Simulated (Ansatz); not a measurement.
Consider Al32P (cell with a defect).

Input file:

```
accuracy: low
crystal:
  lattice:
    - [8.1, 0.0, 0.0]
    - [0.0, 8.1, 0.0]
    - [0.0, 0.0, 8.1]
  atoms:
    - { symbol: Al, position: [0.5, 0.0, 0.0] }
    - { symbol: Al, position: [0.75, 0.25, 0.0] }
    - { symbol: Al, position: [0.75, 0.0, 0.25] }
    - { symbol: Al, position: [0.0, 0.0, 0.0] }
    - { symbol: Al, position: [0.25, 0.25, 0.0] }
    - { symbol: Al, position: [0.5, 0.5, 0.0] }
    - { symbol: Al, position: [0.75, 0.75, 0.0] }
    - { symbol: Al, position: [0.25, 0.0, 0.25] }
    - { symbol: Al, position: [0.5, 0.25, 0.25] }
    - { symbol: Al, position: [0.75, 0.5, 0.25] }
    - { symbol: Al, position: [0.5, 0.0, 0.5] }
    - { symbol: Al, position: [0.75, 0.25, 0.5] }
    - { symbol: Al, position: [0.75, 0.0, 0.75] }
    - { symbol: Al, position: [0.0, 0.5, 0.0] }
    - { symbol: Al, position: [0.25, 0.75, 0.0] }
    - { symbol: Al, position: [0.0, 0.25, 0.25] }
    - { symbol: Al, position: [0.25, 0.5, 0.25] }
    - { symbol: Al, position: [0.5, 0.75, 0.25] }
    - { symbol: Al, position: [0.0, 0.0, 0.5] }
    - { symbol: Al, position: [0.25, 0.25, 0.5] }
    - { symbol: Al, position: [0.5, 0.5, 0.5] }
    - { symbol: Al, position: [0.75, 0.75, 0.5] }
    - { symbol: Al, position: [0.25, 0.0, 0.75] }
    - { symbol: Al, position: [0.5, 0.25, 0.75] }
    - { symbol: Al, position: [0.75, 0.5, 0.75] }
    - { symbol: Al, position: [0.0, 0.75, 0.25] }
    - { symbol: Al, position: [0.0, 0.5, 0.5] }
    - { symbol: Al, position: [0.25, 0.75, 0.5] }
    - { symbol: Al, position: [0.0, 0.25, 0.75] }
    - { symbol: Al, position: [0.25, 0.5, 0.75] }
    - { symbol: Al, position: [0.5, 0.75, 0.75] }
    - { symbol: Al, position: [0.0, 0.75, 0.75] }
    - { symbol: P, position: [0.3738483, 0.6242328, 0.3778997] }
basis:
  ecutwfc: 420.0
kpoints:
  mp_grid: { grid: [2, 2, 2] }
hamiltonian:
  xc: pbe
  pseudopotentials: { kind: paw, azcp: { folder: soft_1 } }
scf:
  occupations: { method: fermi_dirac, width: 0.1 }
  lower_state_search: "off"
relax:
  f_tol: 0.08
  max_steps: 25
  adjacent_minimum: "off"
output:
  write_density: true
  write_potential: true
  elf: true
  volumetric_format: npy
```

Launched as:

```sh
ansatz run input.yaml --threads 2 --pin off --max-ram 5120MiB --backend cpu --events-out ev --progress --plain --runs-dir out
```

The fields are those of the run's last geometry, not of the input's.

Computed without spin polarisation; PAW files of the earlier set (soft_1).

Computed with DFT PBE, scalar-relativistic, plane waves, PAW (Ansatz).

What will maps of the valence pseudo-density and electron localisation function show?

Al–P (2.25 Å): ρ is about 0.57 e/Å³ halfway; the ELF peaks at about 0.90 between the atoms.
Al–Al (2.58 Å): ρ is about 0.28 e/Å³ halfway; the ELF peaks at about 0.75 between the atoms.
Al–Al (2.65 Å): ρ is about 0.25 e/Å³ halfway; the ELF peaks at about 0.70 between the atoms.
Al–Al (2.84 Å): the density is about 0.21 e/Å³ at the midpoint; the ELF peaks at about 0.60 between the atoms.

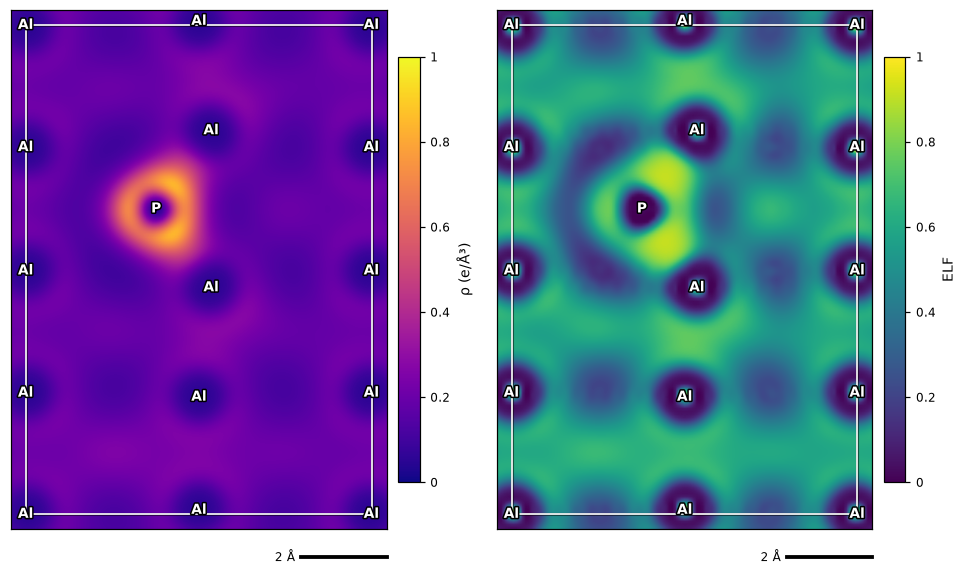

Computed valence pseudo-density and electron localisation function on the (110) plane of the calculation cell, in this order. 

Core electrons are frozen (PAW), and the valence fields are smoothed inside the atomic spheres.
